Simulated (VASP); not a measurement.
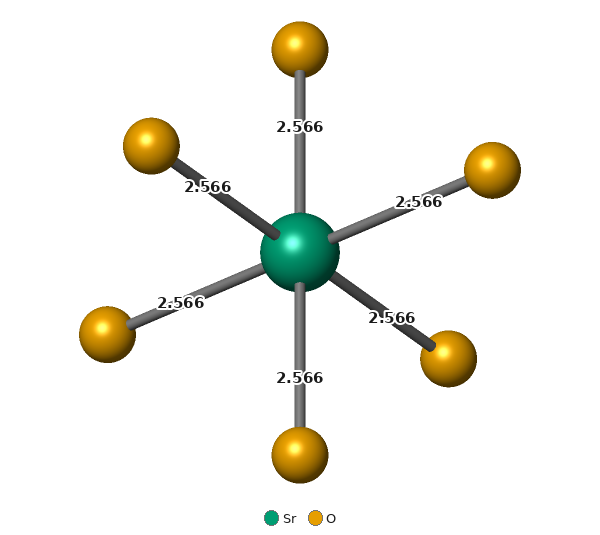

The surroundings of site Sr1 (at 0.500, 0.000, 0.000) in SrO (Fm-3m, No. 225), with bond lengths in Å.

Origin of the cell: an entry of the Crystallography Open Database, as set up for an electronic-structure calculation.

```
CELL_PARAMETERS angstrom
5.13260 0.00000 0.00000
0.00000 5.13260 0.00000
0.00000 0.00000 5.13260
ATOMIC_POSITIONS crystal
Sr 0.50000 0.00000 0.00000
O 0.00000 0.00000 0.00000
Sr 0.50000 0.50000 0.50000
O 0.00000 0.50000 0.50000
Sr 0.00000 0.00000 0.50000
O 0.50000 0.00000 0.50000
Sr 0.00000 0.50000 0.00000
O 0.50000 0.50000 0.00000
```

Bond valence s = exp((R0 − d)/b), R0 fitted to published crystal structures with b = 0.37 Å; R0 in Å: Sr2+–O 2.105.

**Calculate the bond-valence sum of Sr1 from the bonds drawn.**

6 × 0.288 = 1.73 v.u., against a formal valence of 2: underbonded (bonds long for this ion) by 0.27.

**And over the whole structure?**

```tsv
site	x, y, z	formal valence	bond-valence sum	difference
Sr1	0.500, 0.000, 0.000	+2	1.74	-0.26
O1	0.000, 0.000, 0.000	−2	1.74	-0.26
```

These sums include all anions within 5 Å. The global instability index (root mean square of the differences over all atoms) is 0.26 v.u.: above 0.2, which by the usual rule of thumb marks a strained structure. The cell was not relaxed for this table, and a volume that is off by a few per cent shifts all sums together.
